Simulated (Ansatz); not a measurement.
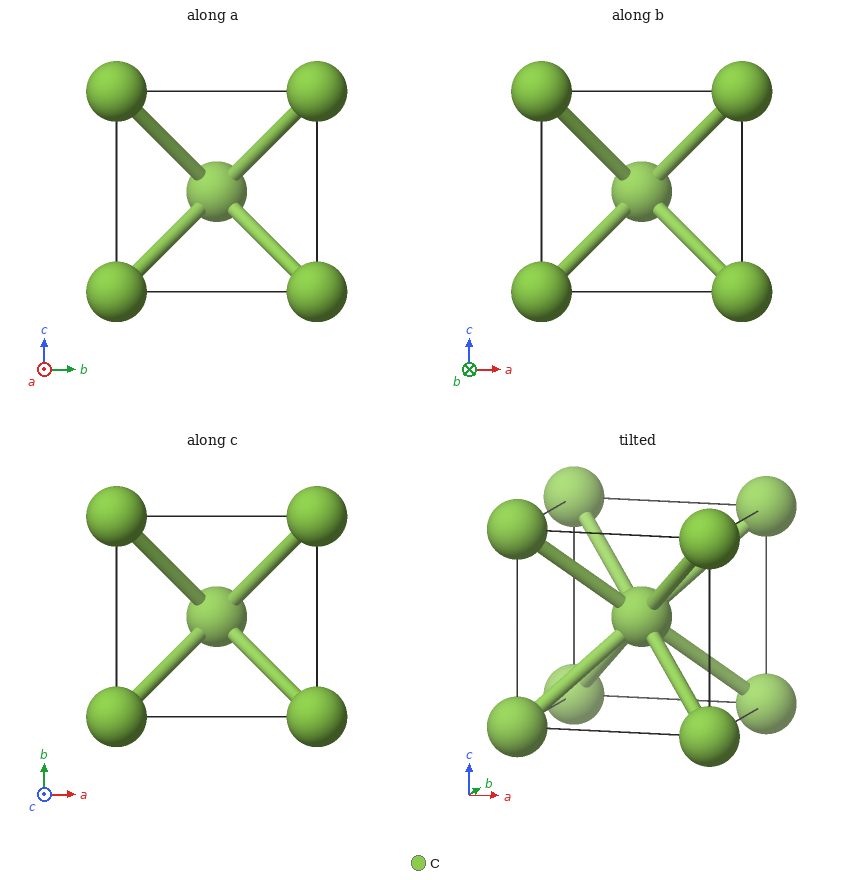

The figure gives a ball-and-stick picture of the atoms, viewed along the a axis, along the b axis, along the c axis and slightly off an axis. The parallelepiped is the conventional unit cell.

Lattice parameters: a = 2.343 Å, b = 2.343 Å, c = 2.343 Å, α = 90.00°, β = 90.00°, γ = 90.00°.

Q: From the views, write a table of Wyckoff sites.

A: Space group Im-3m (No. 229).
```tsv
atom	site	x	y	z
C	2a	0.0000	0.0000	0.0000
```

Provenance: a structure type filled with this element by a generator (whether the element takes this form wasn't checked). The geometry was optimised with DFT PBEsol, scalar-relativistic, plane waves, PAW in Ansatz.
